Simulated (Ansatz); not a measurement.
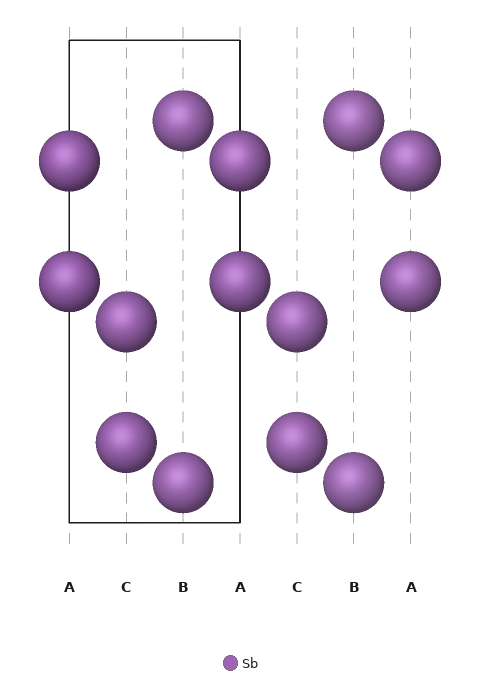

The picture looks along a close-packed row of the hexagonal mesh; [111] points upwards. The dashed lines mark the three columns A (0, 0), B (1/3, 2/3) and C (2/3, 1/3). The box is the hexagonal cell of the face-centred cubic lattice. The sequence starts with the first layer at or above the cell's origin.

The compound is Sb, taken as the geometry relaxed with DFT, PBE, PAW with Ansatz's default frozen-core files, scalar-relativistic in Ansatz; the starting structure was generated, so it need not be a known form of this composition.

**Give the sequence of layers in one repeat, with element and column.**

Sb(B) – Sb(C) – Sb(C) – Sb(A) – Sb(A) – Sb(B) (six layers in 12.11 Å).
